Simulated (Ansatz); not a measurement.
Single-point calculation of Al3N

The run: single-point calculation of Al3N (P6/mmm, 4 atoms in the cell). Method and program: DFT, PBE, plane waves, PAW (Ansatz 0.2.0).

The structure was made by swapping elements on the sites of another compound; it need not be a known phase. Figures and captions count atoms from 1; the log counts them from 0 in places.

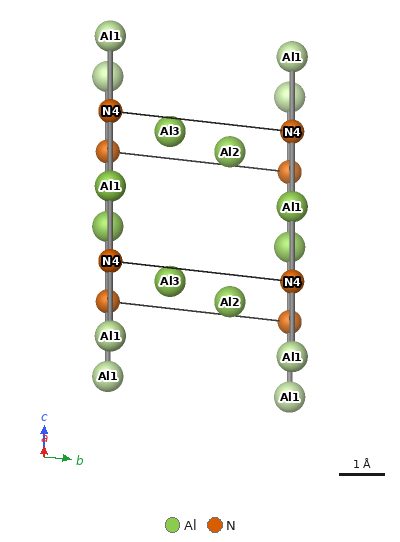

**Figure 1.** The structure (ball-and-stick view of the cell of the calculation, seen at an oblique angle; neighbours outside the cell are drawn fainter; atoms are numbered from 1 in the order of the input).

Input:
```yaml
crystal:
  lattice:
    - [4.7916266449, 0.0, 0.0]
    - [-2.3958133224, 4.1496704, 0.0]
    - [0.0, 0.0, 3.4607054715]
  atoms:
    - { symbol: Al, position: [0.0, 0.0, 0.5] }
    - { symbol: Al, position: [0.3333333333, 0.6666666667, 0.0] }
    - { symbol: Al, position: [0.6666666667, 0.3333333333, 0.0] }
    - { symbol: "N", position: [0.0, 0.0, 0.0] }
basis:
  ecutwfc: "30 meV"
kpoints:
  mp_grid: { grid: [12, 12, 14] }
hamiltonian:
  xc: pbe
scf:
  occupations: { method: gaussian, width: 0.1 }
  max_iter: 80
output:
  forces: true
  eigenvalues: true
  stress: true
```

Run as:
```bash
ansatz run input.yaml --threads 1 --pin off --max-ram 2560MiB --backend cpu --events-out ev --progress --plain --runs-dir out
```

Output:
```
Error: inconsistent input (basis.ecutwfc, kpoints): the smallest per-k basis holds n_pw = 0 plane waves (k-point 1, counted from 0 among those solved) but the deck needs at least 8 band(s) per channel, and no run solves more bands than the smallest per-k basis has plane waves; raise basis.ecutwfc until the smallest per-k basis, which caps the automatic band count, holds at least 8 plane waves
```

Outcome:

```json
{"quantity": "outcome", "value": "refused by the program"}
{"quantity": "space group (tolerance 0.01 Å)", "value": "P6/mmm (191)"}
{"quantity": "hardware", "value": "1 thread of Intel Xeon (Granite Rapids), 192 GiB of memory available, shared host"}
```

What went wrong:

A setting was made wrong on purpose: a cutoff in the wrong unit (`basis.ecutwfc`). The program refused the input: “inconsistent input (basis.ecutwfc, kpoints): the smallest per-k basis holds n_pw = 0 plane waves (k-point 1, counted from 0 among those solved) but the deck needs at least 8 band(s) per channel, and no run solves more bands than the smallest per-k basis has plane waves …”
